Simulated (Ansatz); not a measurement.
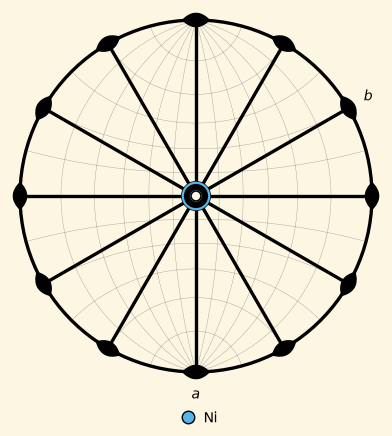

Directions from one nickel atom at (0, 0, 0) to its bonded neighbours, in stereographic projection down c (filled: above the plane of the page or in it, open: below). Crystal: Ni, the geometry relaxed with DFT, PBE, plane waves (420 eV) with PAW, scalar-relativistic in Ansatz 0.2.0; the starting structure was generated, so it need not be a known form of this composition. Geometry calculated from the standardised cell; symmetry tolerance 0.002 Å.

Neighbours are counted up to 2.58 Å for Ni. The symmetry elements of the site are drawn in: heavy lines are mirror planes (a heavy rim: a mirror in the plane of the page); lens, triangle, square and hexagon are 2-, 3-, 4- and 6-fold axes, a lens in an open square is −4, a triangle in an open hexagon −6; thin dashed diameters join the ends of axes that lie in the page; a small open circle marks inversion.

```yaml
crystal:
  lattice:
    - [3.99095, 0.00000, 0.00000]
    - [-1.99548, 3.45627, 0.00000]
    - [0.00000, 0.00000, 2.41852]
  atoms:
    - { symbol: Ni, position: [0.00000, 0.00000, 0.00000] }
    - { symbol: Ni, position: [0.33333, 0.66667, 0.50000] }
    - { symbol: Ni, position: [0.66667, 0.33333, 0.50000] }
```

Q: How many neighbours are there, and at what angles?

A: 2: 2 Ni at 2.42 Å. Angles between bonds: 180° (1×).

Q: What is the site's symmetry in the crystal?

A: Point group 6/mmm (D6h), order 24: one sixfold axis, six twofold axes, seven mirror planes, an inversion centre. In P6/mmm, No. 191 this is Wyckoff position 1a.
